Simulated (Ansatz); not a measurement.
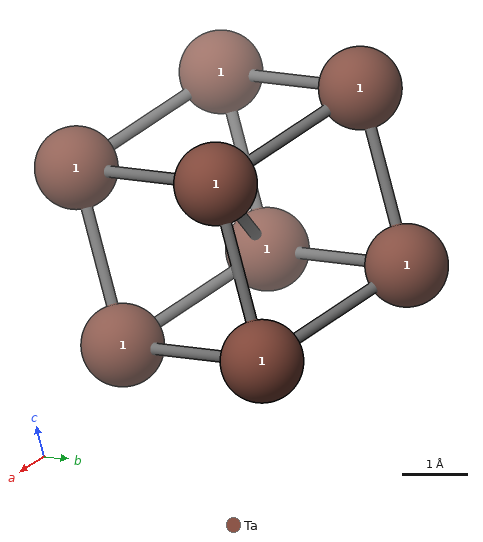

*The structure as given in the input (ball-and-stick view of the cell of the calculation, seen at an oblique angle; atoms are numbered from 1 in the order of the input).*

# Geometry relaxation of Ta

- system: Ta (Im-3m, 1 atom in the cell)
- method: DFT, PBE, plane waves, PAW, no spin polarisation (Ansatz 0.2.0)

The structure derives from an entry of the Crystallography Open Database. Figures and captions count atoms from 1; the log counts them from 0 in places.

Log
```
Engine: ansatz 0.2.0, x86_64-unknown-linux-gnu
Pseudopotentials: kind: paw
Pseudopotential: Ta, paw, valence charge 13, recommended cutoff 420 eV (normal), Ta.paw.azcp
Functional definition: PBE
  parameter kappa = 0.804
  parameter beta = 0.06672455060314922
  exchange = pbe_x(kappa = kappa, mu = beta*pi^2/3)
  correlation = pbe_c(beta = beta)
Crystal: 1 atoms, lattice volume = 18.099 Å³
Basis set: ecut = 420 eV, 369 PW (Γ), exchange–correlation on 40×40×40 points (8 copies of the dense FFT grid, shifted against one another)
Bands: 11, of which v1, the nominal top of the filled ones, is band 7 counted from 1 (6 counted from 0)
Symmetry: 48 space group operations
Space group: Im-3m (ITA 229), of the structure as read, at distance tolerance 2.6e-5 Å
k-points: 29 of 512
Non-local potential: Ta, projectors of the file, l = 0: 3, l = 1: 2, l = 2: 2, l = 3: 1
PAW form: soft (Blöchl's): semilocal exchange-correlation on the pseudo side does not see the compensation charge
PAW one-centre angular grid: Ta, 590 points (default); XC on 64 Gauss nodes
Initial density: superposition of atomic densities (neutral atoms: chi_scale 0, normalization atom), corrected by the library's trained network
Initial wavefunctions: pseudopotential atomic-orbital guess
Functional: x = pbe(κ = 0.804, μ = 0.2195149727645171), c = pbe(β = 0.06672455060314922)
SCF iter   1: F=—  HF=-9932.312343 eV  |F-HF|=—  |Δ(HF+E_count)|=         —  Δρ=2.69e-3  dr2=5.71e-4  ethr=1.77e-3  ⟨swp⟩=5.1  Hψ=1757  notcnv=0
preconditioner: auto → none  [metal: Δε(μ)=0.142 eV  Ē_g=8.285 eV  σ=0.150 eV  W_gap=0.22  n_scr=0 (ndim 8)  ℏωp=19.5 eV  f_vac=0.000  D(μ)=1.11/eV (n_scr^D=12)]
SCF iter   2: F=—  HF=-9932.312047 eV  |F-HF|=—  |Δ(HF+E_count)|=   2.97e-4  Δρ=1.05e-3  dr2=5.09e-5  ethr=4.40e-6  ⟨swp⟩=2.4  Hψ=699  notcnv=0
SCF iter   3: F=—  HF=-9932.312098 eV  |F-HF|=—  |Δ(HF+E_count)|=   5.10e-5  Δρ=2.75e-4  dr2=2.81e-6  ethr=3.91e-7  ⟨swp⟩=2.0  Hψ=371  notcnv=0
SCF iter   4: F=—  HF=-9932.312102 eV  |F-HF|=—  |Δ(HF+E_count)|=   4.51e-6  Δρ=4.18e-5  dr2=1.24e-7  ethr=2.16e-8  ⟨swp⟩=2.3  Hψ=487  notcnv=0
iter 5 did not close the SCF: its close was put off for the readings that it lacked (scf_convergence_deferred on its scf_iter line)
SCF iter   5: F=-9932.312102 eV  HF=-9932.312102 eV  |F-HF|=4.68e-9  |Δ(HF+E_count)|=   5.06e-8  Δρ=1.32e-5  dr2=1.08e-8  ethr=9.54e-10  ⟨swp⟩=2.3  Hψ=519  notcnv=0
SCF iter   6: F=-9932.312102 eV  HF=-9932.312102 eV  |F-HF|=1.46e-11  |Δ(HF+E_count)|=   3.53e-9  Δρ=4.68e-7  dr2=2.05e-11  ethr=8.33e-11  ⟨swp⟩=4.9  Hψ=1552  notcnv=0
SCF 1 converged in 6 iterations: F = -9932.312102 eV  dr2 = 2.05e-11
  greatest PAW one-centre occupation: 1.000 electrons in one spin orbital (limit 2), on the Ta atom at site 0 (counted from 0), in its partial waves of l = 0
relax step   1: F+E_penalty+E_count = -9932.31210215 eV  Δ(F+E_penalty+E_count) = +0.000e0 eV  max|allowed force component| = 0.000e0 eV/Å  Δτ_max = 0.0000 Å  P = +1.215 GPa  Ω = 18.099 Å³  (6 SCF iters, dr2 threshold 1.00e-7 eV, accepted)
Crystal: 1 atoms, lattice volume = 18.537 Å³
Initial density: handed on by an earlier stage of this run
Initial wavefunctions: those handed on with the density
iter 1 solved again at ethr=5.69e-7 eV; its pass at ethr=3.10e-3 eV (dr2=7.39e-5 eV) is discarded
SCF iter   1: F=—  HF=-9932.309002 eV  |F-HF|=—  |Δ(HF+E_count)|=         —  Δρ=6.61e-4  dr2=5.66e-5  ethr=5.69e-7  ⟨swp⟩=2.5  Hψ=2273  notcnv=0
preconditioner: auto → none  [metal: Δε(μ)=0.145 eV  Ē_g=8.095 eV  σ=0.150 eV  W_gap=0.23  n_scr=0 (ndim 8)  ℏωp=19.3 eV  f_vac=0.000  D(μ)=1.21/eV (n_scr^D=12)]
SCF iter   2: F=—  HF=-9932.309014 eV  |F-HF|=—  |Δ(HF+E_count)|=   1.22e-5  Δρ=2.47e-4  dr2=3.47e-6  ethr=4.35e-7  ⟨swp⟩=2.4  Hψ=448  notcnv=0
SCF iter   3: F=—  HF=-9932.309023 eV  |F-HF|=—  |Δ(HF+E_count)|=   9.08e-6  Δρ=6.06e-5  dr2=1.64e-7  ethr=2.67e-8  ⟨swp⟩=2.0  Hψ=388  notcnv=0
SCF iter   4: F=-9932.309024 eV  HF=-9932.309024 eV  |F-HF|=7.51e-10  |Δ(HF+E_count)|=   7.09e-7  Δρ=3.02e-6  dr2=1.51e-9  ethr=7.69e-10  ⟨swp⟩=9.1  Hψ=2090  notcnv=0
SCF 2 converged in 4 iterations: F = -9932.309024 eV  dr2 = 1.51e-9
  greatest PAW one-centre occupation: 0.999 electrons in one spin orbital (limit 2), on the Ta atom at site 0 (counted from 0), in its partial waves of l = 0
relax step   2: F+E_penalty+E_count = -9932.30902391 eV  Δ(F+E_penalty+E_count) = +3.078e-3 eV  max|allowed force component| = 0.000e0 eV/Å  Δτ_max = 0.0000 Å  P = -3.265 GPa  Ω = 18.537 Å³  energy of the carried Pulay correction = -1.497e-4 eV  (4 SCF iters, dr2 threshold 1.00e-7 eV, rejected (line search))
Crystal: 1 atoms, lattice volume = 18.216 Å³
iter 1 solved again at ethr=5.22e-7 eV; its pass at ethr=3.10e-3 eV (dr2=6.79e-5 eV) is discarded
SCF iter   1: F=—  HF=-9932.312474 eV  |F-HF|=—  |Δ(HF+E_count)|=         —  Δρ=4.82e-4  dr2=2.89e-5  ethr=5.22e-7  ⟨swp⟩=2.8  Hψ=2224  notcnv=0
preconditioner: auto → none  [metal: Δε(μ)=0.147 eV  Ē_g=8.236 eV  σ=0.150 eV  W_gap=0.23  n_scr=0 (ndim 8)  ℏωp=19.5 eV  f_vac=0.000  D(μ)=1.14/eV (n_scr^D=12)]
SCF iter   2: F=—  HF=-9932.312482 eV  |F-HF|=—  |Δ(HF+E_count)|=   8.08e-6  Δρ=1.83e-4  dr2=1.98e-6  ethr=2.22e-7  ⟨swp⟩=2.4  Hψ=439  notcnv=0
SCF iter   3: F=—  HF=-9932.312489 eV  |F-HF|=—  |Δ(HF+E_count)|=   6.51e-6  Δρ=4.08e-5  dr2=6.95e-8  ethr=1.52e-8  ⟨swp⟩=2.0  Hψ=385  notcnv=0
SCF iter   4: F=—  HF=-9932.312490 eV  |F-HF|=—  |Δ(HF+E_count)|=   1.39e-6  Δρ=1.84e-6  dr2=5.05e-10  ethr=5.35e-10  ⟨swp⟩=2.6  Hψ=473  notcnv=0
SCF iter   5: F=—  HF=-9932.312490 eV  |F-HF|=—  |Δ(HF+E_count)|=  1.49e-10  Δρ=2.27e-7  dr2=4.24e-12  ethr=3.89e-12  ⟨swp⟩=2.3  Hψ=489  notcnv=0
SCF iter   6: F=-9932.312490 eV  HF=-9932.312490 eV  |F-HF|=5.46e-12  |Δ(HF+E_count)|=    0.00e0  Δρ=1.09e-8  dr2=1.25e-14  ethr=1.00e-12  ⟨swp⟩=4.9  Hψ=1071  notcnv=0
SCF 3 converged in 6 iterations: F = -9932.312490 eV  dr2 = 1.25e-14
relax step   3: F+E_penalty+E_count = -9932.31249000 eV  Δ(F+E_penalty+E_count) = -3.878e-4 eV  max|allowed force component| = 0.000e0 eV/Å  Δτ_max = 0.0000 Å  P = -0.034 GPa  Ω = 18.216 Å³  energy of the carried Pulay correction = -4.025e-5 eV  (6 SCF iters, accepted)
Crystal: 1 atoms, lattice volume = 18.213 Å³
iter 1 solved again at ethr=5.12e-11 eV; its pass at ethr=3.10e-3 eV (dr2=6.66e-9 eV) is discarded
SCF iter   1: F=—  HF=-9932.312488 eV  |F-HF|=—  |Δ(HF+E_count)|=         —  Δρ=4.72e-6  dr2=2.73e-9  ethr=5.12e-11  ⟨swp⟩=2.8  Hψ=2177  notcnv=0
preconditioner: auto → none  [metal: Δε(μ)=0.147 eV  Ē_g=8.239 eV  σ=0.150 eV  W_gap=0.23  n_scr=0 (ndim 8)  ℏωp=19.5 eV  f_vac=0.000  D(μ)=1.14/eV (n_scr^D=12)]
SCF iter   2: F=-9932.312491 eV  HF=-9932.312491 eV  |F-HF|=5.02e-10  |Δ(HF+E_count)|=   3.00e-6  Δρ=1.83e-6  dr2=1.96e-10  ethr=2.10e-11  ⟨swp⟩=6.4  Hψ=1337  notcnv=0
SCF 4 converged in 2 iterations: F = -9932.312491 eV  dr2 = 1.96e-10
relax step   4: F+E_penalty+E_count = -9932.31249142 eV  Δ(F+E_penalty+E_count) = -1.425e-6 eV  max|allowed force component| = 0.000e0 eV/Å  Δτ_max = 0.0000 Å  P = -0.000 GPa  Ω = 18.213 Å³  energy of the carried Pulay correction = -3.917e-5 eV  (2 SCF iters, dr2 threshold 2.84e-9 eV, accepted)
Initial wavefunctions: pseudopotential atomic-orbital guess (no wavefunctions were taken with the density)
iter 1 solved again at ethr=6.11e-8 eV; its pass at ethr=3.10e-3 eV (dr2=7.94e-6 eV) is discarded
SCF iter   1: F=—  HF=-9932.312525 eV  |F-HF|=—  |Δ(HF+E_count)|=         —  Δρ=1.28e-5  dr2=3.43e-9  ethr=6.11e-8  ⟨swp⟩=3.0  Hψ=2677  notcnv=0
SCF iter   2: F=—  HF=-9932.312529 eV  |F-HF|=—  |Δ(HF+E_count)|=   4.88e-6  Δρ=6.20e-6  dr2=7.56e-10  ethr=2.64e-11  ⟨swp⟩=2.3  Hψ=475  notcnv=0
SCF iter   3: F=—  HF=-9932.312529 eV  |F-HF|=—  |Δ(HF+E_count)|=   1.09e-9  Δρ=3.47e-7  dr2=6.27e-12  ethr=5.82e-12  ⟨swp⟩=2.7  Hψ=540  notcnv=0
SCF iter   4: F=—  HF=-9932.312529 eV  |F-HF|=—  |Δ(HF+E_count)|=  9.09e-12  Δρ=6.35e-8  dr2=4.92e-13  ethr=1.00e-12  ⟨swp⟩=5.7  Hψ=1303  notcnv=0
SCF iter   5: F=-9932.312529 eV  HF=-9932.312529 eV  |F-HF|=1.82e-12  |Δ(HF+E_count)|=  1.82e-12  Δρ=6.09e-9  dr2=4.08e-15  ethr=1.00e-12  ⟨swp⟩=4.1  Hψ=932  notcnv=0
SCF 5 converged in 5 iterations: F = -9932.312529 eV  dr2 = 4.08e-15
relax step   5: F+E_penalty+E_count = -9932.31252943 eV  Δ(F+E_penalty+E_count) = -3.801e-5 eV  max|allowed force component| = 0.000e0 eV/Å  Δτ_max = 0.0000 Å  P = +0.003 GPa  Ω = 18.213 Å³  stress off target by 2.66e-3 GPa  SCF on the basis re-selected at this cell (its energy is not comparable with the rows above)  (5 SCF iters)
```

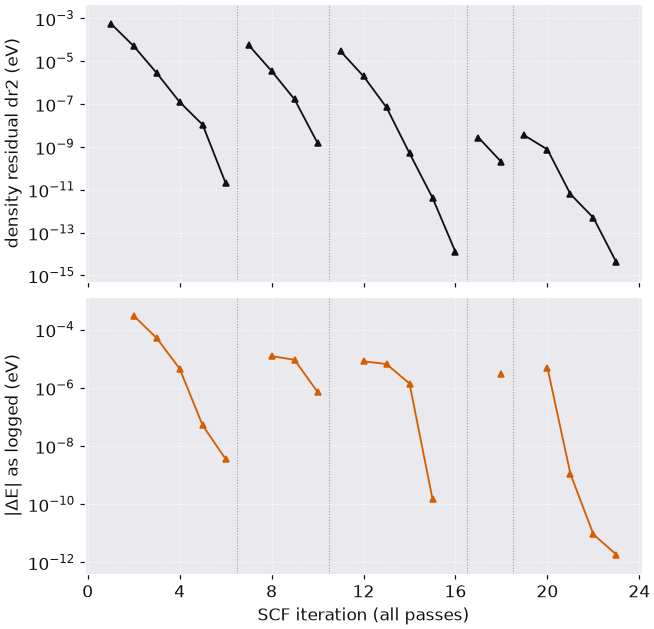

*Convergence of the self-consistent field: density residual dr2 and size of the energy change against the SCF iteration. The dotted lines part the SCF passes of the relaxation: geometry steps, rejected trials and re-solves on a re-selected basis.*

The 5 passes take 2 to 6 iterations each, 23 in all.

```
basis re-selected at this cell: Δ(F+E_penalty+E_count) = -3.801e-5 eV, ΔP = +0.003 GPa vs the last step (what re-selecting the basis moved, of the pressure what is left beyond the Pulay correction that the steps carried, after the strain that the cell walked since its last selection, with what the two solves' SCF thresholds leave and, on support functions, any second-order correction that the steps lacked; it is no measure of the basis error at this ecutwfc). This SCF's stress stands 2.66e-3 GPa from its target on what of the cell is left free (relax.cell.stress_tol is 1.00e-2 GPa) and its largest allowed force component is 0.00e0 eV/Å (relax.f_tol is 1.00e-3 eV/Å): within both
SCF converged after 5 iterations
Free energy (F): -9932.312529 eV
Harris-Foulkes:  -9932.312529 eV  (|F-HF|=1.82e-12)
Internal energy: -9932.226844 eV  (E = F + TS)
E sigma→0 (E₀):  -9932.269687 eV
Entropy (-TS):   -0.085685 eV (-85.685 meV/atom)
Fermi energy:    18.463157 eV
--- Per-component energies (eV) ---
  E_band       = -106.217410
  E_kinetic    = 365.828148
  E_local      = -554.208176  (includes V_loc(G=0)·N_el)
  E_nonlocal   = 14.891309
  E_hartree    = 192.118732
  E_xc         = -218.385894
  E_vxc        = -203.956222  (∫ρ·V_xc dr)
  E_paw        = -8396.651641  (= ΣΔE_a)
  E_vpaw       = -113.010066  (= ΣTr[D̂ρ^β])
  E_aug_tail   = 0.000130  (compensation charges beyond the density's cutoff)
  E_ewald      = -1335.819453
  E_smearing   = -0.085685  (= −TS)
  E_closure    = 0.000000  (closes the sum)
  Σ components = -9932.312529   (vs F -9932.312529, Δ=0.00e0)
--- Forces (eV/Å), atoms counted from 1 ---
  atom   1  Ta     0.00000000     0.00000000    -0.00000000
  max |Σ_I F_I| component: 6.16e-33 eV/Å
--- Stress (GPa, compression-positive) ---
        0.002662       0.000000      -0.000000
       -0.000000       0.002662      -0.000000
       -0.000000       0.000000       0.002662
  P = ⅓ Tr σ = 0.0027 GPa (0.027 kbar)
--- Band table (eV; the first three rows and the last of 29) ---
  k-point 0: bands = ["-48.6683", "-14.6342", "-14.6342", "-14.6342", "10.5503", "19.1546", "19.1546", "19.1546", "22.3884", "22.3884", "32.9812"]
  k-point 1: bands = ["-48.6522", "-14.8128", "-14.6898", "-14.6351", "11.2146", "18.7396", "18.9768", "19.8237", "21.8607", "22.4015", "33.5032"]
  k-point 2: bands = ["-48.6132", "-15.2257", "-14.8214", "-14.6375", "12.8133", "17.8856", "18.3353", "21.7184", "21.8088", "22.5720", "33.2167"]
  k-point 28: bands = ["-48.4754", "-15.4276", "-15.4276", "-15.4276", "14.6720", "14.6720", "25.1761", "25.1761", "25.1761", "26.9191", "26.9191"]
--- Relaxed structure (4 steps of the walk, 3 accepted, 1 SCFs on fresh bases) ---
  F+E_penalty+E_count = -9932.31252943 eV   max|allowed force component| = 0.000e0 eV/Å   (the final SCF, on the basis selected at the relaxed cell)
  cell:  # Å, volume = 18.2130 Å³
    - [-1.6574508748615544, 1.6574508748615544, 1.6574508748615544]
    - [1.6574508748615544, -1.6574508748615544, 1.6574508748615544]
    - [1.6574508748615544, 1.6574508748615544, -1.6574508748615544]
  atoms:
    - { symbol: Ta, position: [0.0, 0.0, 0.0] }
```

Trajectory as extended XYZ (Å, eV, eV/Å), 5 frames, from step=1 to step=5
```
1
Lattice="-1.6540 1.6540 1.6540 1.6540 -1.6540 1.6540 1.6540 1.6540 -1.6540" Properties=species:S:1:pos:R:3:forces:R:3 step=1 energy=-9932.31210 pressure_GPa=1.22
Ta    0.0000    0.0000    0.0000    0.0000   0.0000   0.0000
1
Lattice="-1.6672 1.6672 1.6672 1.6672 -1.6672 1.6672 1.6672 1.6672 -1.6672" Properties=species:S:1:pos:R:3:forces:R:3 step=2 energy=-9932.30902 pressure_GPa=-3.27 accepted=F
Ta    0.0000    0.0000    0.0000    0.0000   0.0000   0.0000
1
Lattice="-1.6575 1.6575 1.6575 1.6575 -1.6575 1.6575 1.6575 1.6575 -1.6575" Properties=species:S:1:pos:R:3:forces:R:3 step=3 energy=-9932.31249 pressure_GPa=-0.03
Ta    0.0000    0.0000    0.0000    0.0000   0.0000   0.0000
1
Lattice="-1.6575 1.6575 1.6575 1.6575 -1.6575 1.6575 1.6575 1.6575 -1.6575" Properties=species:S:1:pos:R:3:forces:R:3 step=4 energy=-9932.31249 pressure_GPa=-0.00
Ta    0.0000    0.0000    0.0000    0.0000   0.0000   0.0000
1
Lattice="-1.6575 1.6575 1.6575 1.6575 -1.6575 1.6575 1.6575 1.6575 -1.6575" Properties=species:S:1:pos:R:3:forces:R:3 step=5 energy=-9932.31253 pressure_GPa=0.00
Ta    0.0000    0.0000    0.0000    0.0000   0.0000   0.0000
```

The run was set up as follows.

The input
```yaml
crystal:
  lattice:
    - [-1.6539976824, 1.6539976824, 1.6539976824]
    - [1.6539976824, -1.6539976824, 1.6539976824]
    - [1.6539976824, 1.6539976824, -1.6539976824]
  atoms:
    - { symbol: Ta, position: [0.0, 0.0, 0.0] }
basis:
  ecutwfc: 420
kpoints:
  mp_grid: { grid: [8, 8, 8] }
hamiltonian:
  xc: pbe
scf:
  occupations: { method: fermi_dirac, width: 0.15 }
output:
  forces: true
  stress: true
  eigenvalues: true
  write_density: true
  write_potential: true
  elf: true
  volumetric_format: npy
relax:
  adjacent_minimum: "off"
  f_tol: 0.001
  max_steps: 60
  cell: { stress_tol: 0.01 }
```

Run as:
```bash
ansatz run input.yaml --threads 1 --pin off --max-ram 2560MiB --backend cpu --events-out ev --progress --plain --runs-dir out
```

Key numbers

- outcome: converged
- space group (tolerance 0.01 Å): Im-3m (229)
- electrons treated: 13
- free energy: −9932.3125 eV
- Fermi energy: 18.463 eV
- gap on the k-point mesh: none (metallic)
- pressure: 0.00 GPa
- final volume: 18.21 Å³
- largest force (length of the vector) at the end: under 0.001 eV/Å
- final cell: a = 2.871 Å, b = 2.871 Å, c = 2.871 Å, α = 109.47°, β = 109.47°, γ = 109.47°
- hardware: 1 thread of AMD EPYC (Zen 3), 189 GiB of memory available, shared host
- wall time: 5.8 s
- peak memory: 0.3 GiB

Notes

Settings chosen away from the usual ones: cell and atoms relaxed tightly for response. These settings are looser than, or depart from, a standard set-up, so the numbers are not reference values for this system. Results for this metal are sensitive to the k-point mesh. Spin–orbit coupling is left out, which matters for Ta.
